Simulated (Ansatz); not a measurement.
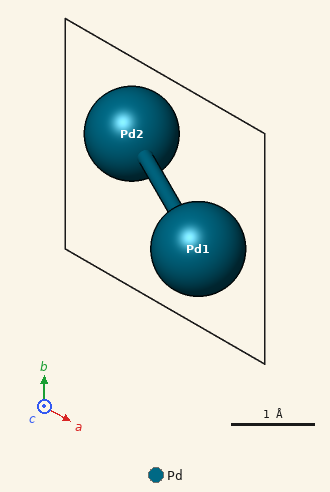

Figure 1. The input geometry (ball-and-stick view of the cell of the calculation, along the c axis; atoms are numbered from 1 in the order of the input). An atom can appear more than once, as a periodic image.

## Single-point calculation of Pd

The run: single-point calculation of Pd (P6₃/mmc, 2 atoms in the cell). Method and program: DFT, PBE, PAW with Ansatz's default frozen-core files, scalar-relativistic (Ansatz 0.2.0).

The structure derives from a Materials Project entry. It belongs to a series of runs on one base structure; here: spiral at 1 of the way from GAMMA to K, PAW files. Figures and captions count atoms from 1; the log counts them from 0 in places.

### Output
```
settings of this run that can trade accuracy for cost: output.eigenvalues: false. Do not mix this run's numbers with those of runs without the same settings; the input reference describes each key
Engine: ansatz 0.2.0, aarch64-unknown-linux-gnu
Pseudopotentials: kind: paw
Pseudopotential: Pd, paw, valence charge 18, recommended cutoff 420 eV (normal), Pd.paw.azcp
Functional definition: PBE
  parameter kappa = 0.804
  parameter beta = 0.06672455060314922
  exchange = pbe_x(kappa = kappa, mu = beta*pi^2/3)
  correlation = pbe_c(beta = beta)
Crystal: 2 atoms, lattice volume = 31.063 Å³
Basis set: ecut = 420 eV, 591 PW (Γ)
Bands: 44, of which v1, the nominal top of the filled ones, is band 36 counted from 1 (35 counted from 0)
Symmetry: 4 space group operations
k-points: 364 of 1944
Spin spiral: q = (0.3333333333, 0.3333333333, 0) of the reciprocal vectors; moments are told in the frame that turns with it, a site's in that at the site
Non-local potential: Pd, projectors of the file, l = 0: 2, l = 1: 2, l = 2: 2, l = 3: 1
PAW form: soft (Blöchl's): semilocal exchange-correlation on the pseudo side does not see the compensation charge
PAW one-centre angular grid: Pd, 590 points (default); XC on 64 Gauss nodes
Initial density: superposition of atomic densities (chi_scale 0.1, normalization cell)
Starting moments: Σ|m| = 0.6 μB on 2 of 2 sites
Initial wavefunctions: pseudopotential atomic-orbital guess
Functional: x = pbe(κ = 0.804, μ = 0.2195149727645171), c = pbe(β = 0.06672455060314922)
SCF iter   1: F=—  HF=-13947.485655 eV  |F-HF|=—  |Δ(HF+E_count)|=         —  Δρ=1.51e-1  dr2=7.26e0  dr2_m=5.65e-2  ethr=3.10e-3  |M|=1.69e-1 ∫|m|=2.11e-1 μB  |m|>n=0.0e0 m-floor=0.0e0 τ_xc=8.1e-4 mc-row=0.0e0  β_m=0.30  ⟨swp⟩=5.4  Hψ=64048  notcnv=0  defer=5
preconditioner: auto → Kerker (q_TF=auto, 2.796 Å⁻¹)  [metal: Δε(μ)=0.002 eV  Ē_g=8.425 eV  σ=0.050 eV  W_gap=0.01  n_scr=10 (ndim 8)  ℏωp=29.8 eV  f_vac=0.000  D(μ)=5.37/eV (n_scr^D=98)]
spin=Noncollinear: Kerker preconditioning applied to the charge; magnetization (m_x, m_y, m_z) channels mix plain (no charge-response kernel on spin).
SCF iter   2: F=—  HF=-13946.229966 eV  |F-HF|=—  |Δ(HF+E_count)|=    1.26e0  Δρ=8.64e-2  dr2=2.40e0  dr2_m=3.59e-2  ethr=3.10e-3  |M|=1.35e-1 ∫|m|=1.69e-1 μB  |m|>n=0.0e0 m-floor=0.0e0 τ_xc=3.8e-4 mc-row=0.0e0  β_m=0.30  ⟨swp⟩=2.0  Hψ=27662  notcnv=0  defer=659
SCF iter   3: F=—  HF=-13945.641568 eV  |F-HF|=—  |Δ(HF+E_count)|=   5.88e-1  Δρ=2.90e-2  dr2=1.07e-1  dr2_m=2.30e-2  ethr=3.10e-3  |M|=1.07e-1 ∫|m|=1.34e-1 μB  |m|>n=0.0e0 m-floor=0.0e0 τ_xc=2.3e-4 mc-row=0.0e0  β_m=0.30  ⟨swp⟩=2.2  Hψ=25830  notcnv=0  defer=659
SCF iter   4: F=—  HF=-13945.647231 eV  |F-HF|=—  |Δ(HF+E_count)|=   5.66e-3  Δρ=1.32e-2  dr2=3.88e-3  dr2_m=1.47e-2  ethr=2.98e-4  |M|=8.61e-2 ∫|m|=1.09e-1 μB  |m|>n=0.0e0 m-floor=0.0e0 τ_xc=1.8e-4 mc-row=0.0e0  β_m=0.30  ⟨swp⟩=2.0  Hψ=32766  notcnv=0  defer=723
SCF iter   5: F=—  HF=-13945.649889 eV  |F-HF|=—  |Δ(HF+E_count)|=   2.66e-3  Δρ=1.05e-2  dr2=1.31e-3  dr2_m=9.39e-3  ethr=1.08e-5  |M|=7.01e-2 ∫|m|=8.90e-2 μB  |m|>n=0.0e0 m-floor=0.0e0 τ_xc=1.4e-4 mc-row=0.0e0  β_m=0.30  ⟨swp⟩=2.6  Hψ=22172  notcnv=0  defer=723
SCF iter   6: F=—  HF=-13945.651588 eV  |F-HF|=—  |Δ(HF+E_count)|=   1.70e-3  Δρ=8.44e-3  dr2=6.50e-5  dr2_m=6.00e-3  ethr=3.65e-6  |M|=5.71e-2 ∫|m|=7.30e-2 μB  |m|>n=0.0e0 m-floor=0.0e0 τ_xc=1.1e-4 mc-row=0.0e0  β_m=0.30  ⟨swp⟩=2.0  Hψ=27016  notcnv=0  defer=723
SCF iter   7: F=—  HF=-13945.652367 eV  |F-HF|=—  |Δ(HF+E_count)|=   7.79e-4  Δρ=6.78e-3  dr2=3.18e-5  dr2_m=3.87e-3  ethr=1.81e-7  |M|=4.66e-2 ∫|m|=5.99e-2 μB  |m|>n=0.0e0 m-floor=0.0e0 τ_xc=8.3e-5 mc-row=0.0e0  β_m=0.30  ⟨swp⟩=2.0  Hψ=22322  notcnv=0  defer=723
SCF iter   8: F=—  HF=-13945.652859 eV  |F-HF|=—  |Δ(HF+E_count)|=   4.92e-4  Δρ=5.46e-3  dr2=2.38e-6  dr2_m=2.50e-3  ethr=8.84e-8  |M|=3.81e-2 ∫|m|=4.93e-2 μB  |m|>n=0.0e0 m-floor=0.0e0 τ_xc=6.1e-5 mc-row=0.0e0  β_m=0.30  ⟨swp⟩=2.0  Hψ=27183  notcnv=0  defer=723
Mixer restart at iter 8: flushing history
spin-set hold released at iteration 8 (site moments contracting): the magnetisation degrees of freedom join the quasi-Newton model from the next iteration; the mixer history was flushed
SCF iter   9: F=—  HF=-13945.653196 eV  |F-HF|=—  |Δ(HF+E_count)|=   3.36e-4  Δρ=4.40e-3  dr2=1.42e-6  dr2_m=1.62e-3  ethr=6.62e-9  |M|=3.11e-2 ∫|m|=4.05e-2 μB  |m|>n=0.0e0 m-floor=0.0e0 τ_xc=4.5e-5 mc-row=0.0e0  β_m=0.52  ⟨swp⟩=3.0  Hψ=33621  notcnv=0  defer=723
SCF iter  10: F=—  HF=-13945.653814 eV  |F-HF|=—  |Δ(HF+E_count)|=   6.19e-4  Δρ=9.59e-4  dr2=2.11e-7  dr2_m=7.60e-5  ethr=3.93e-9  |M|=7.35e-3 ∫|m|=1.01e-2 μB  |m|>n=0.0e0 m-floor=0.0e0 τ_xc=5.0e-6 mc-row=0.0e0  β_m=0.82  ⟨swp⟩=3.0  Hψ=36356  notcnv=0  defer=723
SCF iter  11: F=—  HF=-13945.653851 eV  |F-HF|=—  |Δ(HF+E_count)|=   3.67e-5  Δρ=1.06e-4  dr2=2.20e-8  dr2_m=1.01e-6  ethr=2.78e-10  |M|=6.27e-4 ∫|m|=1.17e-3 μB  |m|>n=0.0e0 m-floor=0.0e0 τ_xc=1.7e-7 mc-row=0.0e0  β_m=0.91  ⟨swp⟩=3.5  Hψ=45123  notcnv=0
iter 12 did not close the SCF: its close was put off for a magnetic moment that had not settled (scf_convergence_deferred on its scf_iter line)
SCF iter  12: F=-13945.653852 eV  HF=-13945.653852 eV  |F-HF|=4.71e-8  |Δ(HF+E_count)|=   8.31e-7  Δρ=1.55e-5  dr2=5.60e-8  dr2_m=9.96e-9  ethr=6.12e-11  |M|=2.81e-5 ∫|m|=9.41e-5 μB  |m|>n=0.0e0 m-floor=0.0e0 τ_xc=1.3e-10 mc-row=0.0e0  β_m=0.85  ⟨swp⟩=3.0  Hψ=44078  notcnv=0
iter 13 did not close the SCF: its close was put off for a magnetic moment that had not settled (scf_convergence_deferred on its scf_iter line)
SCF iter  13: F=-13945.653852 eV  HF=-13945.653852 eV  |F-HF|=7.99e-10  |Δ(HF+E_count)|=   1.00e-8  Δρ=3.35e-6  dr2=2.26e-9  dr2_m=1.10e-9  ethr=6.12e-11  |M|=5.56e-6 ∫|m|=2.65e-5 μB  |m|>n=0.0e0 m-floor=0.0e0 τ_xc=1.3e-11 mc-row=0.0e0  β_m=0.92  ⟨swp⟩=1.0  Hψ=46156  notcnv=0
iter 14 did not close the SCF: its close was put off for a magnetic moment that had not settled (scf_convergence_deferred on its scf_iter line)
SCF iter  14: F=-13945.653852 eV  HF=-13945.653852 eV  |F-HF|=1.09e-11  |Δ(HF+E_count)|=  6.51e-10  Δρ=7.35e-7  dr2=4.27e-11  dr2_m=4.47e-11  ethr=6.28e-12  |M|=1.85e-6 ∫|m|=5.71e-6 μB  |m|>n=0.0e0 m-floor=0.0e0 τ_xc=6.6e-13 mc-row=0.0e0  β_m=0.93  ⟨swp⟩=1.0  Hψ=43508  notcnv=0
SCF iter  15: F=-13945.653852 eV  HF=-13945.653852 eV  |F-HF|=3.64e-12  |Δ(HF+E_count)|=  3.64e-11  Δρ=1.45e-7  dr2=1.76e-12  dr2_m=2.12e-12  ethr=1.00e-12  |M|=4.66e-7 ∫|m|=1.33e-6 μB  |m|>n=0.0e0 m-floor=0.0e0 τ_xc=3.6e-14 mc-row=0.0e0  ⟨swp⟩=1.0  Hψ=32765  notcnv=0
WARN: the starting moments were not kept: the SCF closed with an absolute magnetisation of 1.3e-6 μB, where they sum to 0.6 μB in size (2 sites). That is at most 0.1 of that sum. Measured as dr2_m measures the in/out step, that magnetisation stands 4.4e-13 eV from none, at or under the dr2_threshold of 1.0e-7 eV: it is no larger than a step whose dr2_m would equal this threshold. The system may hold no moment; this SCF shows only that its start led to no more than that. To try another start: raise the starting moments (crystal.atoms[].spin, magnetization.per_species, magnetization.initial_magnetization, or on a non-collinear deck that types none of these the spinor_matrix: blocks that start its atoms; where the total moment is fixed, keep their sum and leave initial_magnetization as it is; typed ones take the place of any that the run laid by itself, positive ones on a crystal's lanthanoids without a Hubbard term where scf.initial_density.shell_occupations: [] is typed) or, if the notice of its spin-set hold's release reads "site moments contracting" or "site moments show no strong build", lengthen the hold (scf.mixing.spin_hold: { on: { confirm: 4 } }; for m-r²SCAN on two components see the key's manual first). Each may lead to a state that holds a moment. A second SCF, from the converged charge density, with the starting moments and any scf.initial_density.shell_occupations laid on it anew, would have followed, and was not run: the deck does not ask for one (magnetization.retry_lost_moments is false, the default). To let it run, set magnetization.retry_lost_moments: true and run the deck again, where that key's refused combinations let it; where memory then withholds it, that run's warning says so.
SCF 1 converged in 15 iterations: F = -13945.653852 eV  dr2 = 1.76e-12
  greatest PAW one-centre occupation: 0.999 electrons in one spin orbital (limit 2), on the Pd atom at site 1 (counted from 0), in its partial waves of l = 0
```

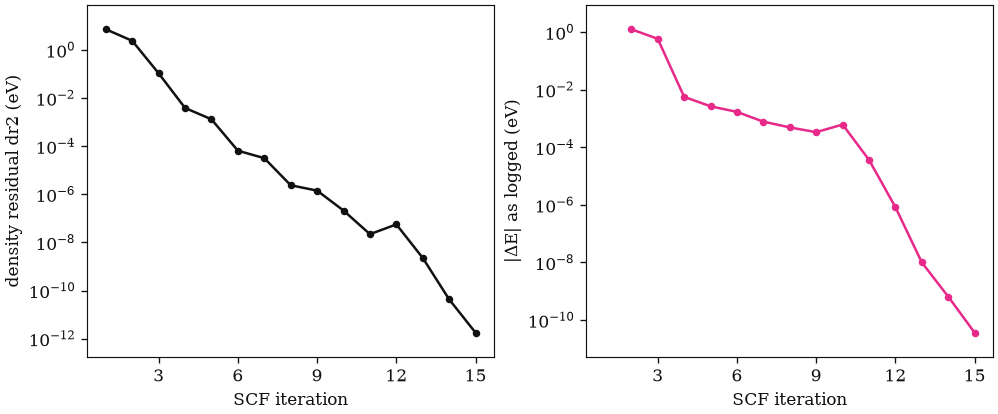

Figure 2. Convergence of the self-consistent field: density residual dr2 and size of the energy change against the SCF iteration. The residual comes down, with one marked jump up, by a factor of about 2.5, at step 12.

```
SCF converged after 15 iterations
Magnetization: |M| = 0.0000 μB,  M = (-0.0000, +0.0000, +0.0000) μB
Absolute magnetization: 0.0000 μB (∫|m|, with the PAW one-centre terms)
  site 0: m = (-0.0000, +0.0000, +0.0000) μB, |m| = 0.0000 μB  (R = 1.15 Å)
  site 1: m = (-0.0000, +0.0000, +0.0000) μB, |m| = 0.0000 μB  (R = 1.15 Å)
Free energy (F): -13945.653852 eV
Harris-Foulkes:  -13945.653852 eV  (|F-HF|=3.64e-12)
Internal energy: -13945.607401 eV  (E = F + TS)
E sigma→0 (E₀):  -13945.630626 eV
Entropy (-TS):   -0.046451 eV (-23.225 meV/atom)
Fermi energy:    18.488327 eV
--- Per-component energies (eV) ---
  E_band       = -313.792541
  E_kinetic    = 1025.935618
  E_local      = -3643.922756  (includes V_loc(G=0)·N_el)
  E_nonlocal   = 434.693884
  E_hartree    = 1475.337394
  E_xc         = -336.656460
  E_vxc        = -422.298779  (∫ρ·V_xc dr)
  E_paw        = -7500.523080  (= ΣΔE_a)
  E_vpaw       = -658.875775  (= ΣTr[D̂ρ^β])
  E_aug_tail   = 0.000449  (compensation charges beyond the density's cutoff)
  E_ewald      = -5400.472451
  E_smearing   = -0.046451  (= −TS)
  E_closure    = -0.000000  (closes the sum)
  Σ components = -13945.653852   (vs F -13945.653852, Δ=0.00e0)
settings of this run that can trade accuracy for cost: output.eigenvalues: false. Do not mix this run's numbers with those of runs without the same settings; the input reference describes each key
```

This output came from the following input.

### Input file
```yaml
crystal:
  lattice:
    - [2.7836650458, 0.0, 0.0]
    - [-1.3918325229, 2.4107246453, 0.0]
    - [0.0, 0.0, 4.628893]
  atoms:
    - { symbol: Pd, position: [0.6666666667, 0.3333333333, 0.75], spin: 0.3, spin_axis: [1.0, 0.0, 0.0] }
    - { symbol: Pd, position: [0.3333333333, 0.6666666667, 0.25], spin: 0.3, spin_axis: [1.0, 0.0, 0.0] }
magnetization:
  noncollinear: true
  spin_spiral: { q: [0.3333333333, 0.3333333333, 0.0] }
kpoints:
  mp_grid: { grid: [18, 18, 6] }
scf:
  occupations: { method: fermi_dirac, width: 0.05 }
  lower_state_search: "off"
hamiltonian:
  xc: pbe
  pseudopotentials: { kind: paw }
output:
  eigenvalues: false
```

Command:
```bash
ansatz run input.yaml --threads 2 --pin off --max-ram 5120MiB --backend cpu --events-out ev --progress --plain --runs-dir out
```

### Key numbers

```json
{"quantity": "outcome", "value": "converged"}
{"quantity": "space group (tolerance 0.01 Å)", "value": "P6₃/mmc (194)"}
{"quantity": "electrons treated", "value": "36"}
{"quantity": "free energy", "value": "−13945.6539 eV"}
{"quantity": "Fermi energy", "value": "18.488 eV"}
{"quantity": "net moment of the cell", "value": "0.00 μB"}
{"quantity": "integrated absolute moment", "value": "0.00 μB"}
{"quantity": "hardware", "value": "2 threads of Arm Neoverse N1, 24 GiB of memory available, shared host"}
{"quantity": "wall time", "value": "3.7 min (CPU time 7.3 min)"}
{"quantity": "peak memory", "value": "0.97 GiB"}
```

The program warns: some starting moments were not kept.
